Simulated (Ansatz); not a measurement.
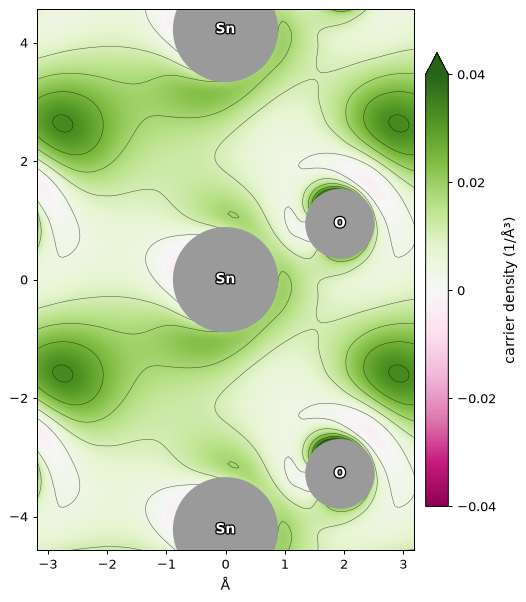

*SnO. Where the extra electron sits when 0.5 electron is added to the 4-atom cell of the calculation (uniform compensating background, atoms fixed); the change of density for each carrier, counted positive where the carrier is: a map on the (100) plane of the conventional cell, with grey discs over the atomic cores. Cores are masked to 0.9 Å (Sn) and 0.6 Å (O).*

Space group Pmn2_1. The cell comes from a database of computed structures, not from a measurement.

Theory: Ansatz 0.2.0, DFT PBE, scalar-relativistic, plane waves, PAW.

Core electrons are frozen (PAW), so the fields are smoothed inside the atomic spheres.

Question: Describe the change of density.

Answer: Summed over atomic cells sized by the Bader volumes, the added electron divides as Sn about 80 % and O about 20 %; the most favoured element is Sn, which fills 65 % of the volume.
- Over the whole cell, outside the cores, it is densest 1.4 Å from a tin nucleus and 1.9 Å from an oxygen one.
- The counter-flow of charge adds up to under 0.1 e for each carrier.
- These are shares of the net change, screening included; the states that take the carrier can be more concentrated.
- This is very heavy doping, far beyond the dilute limit.
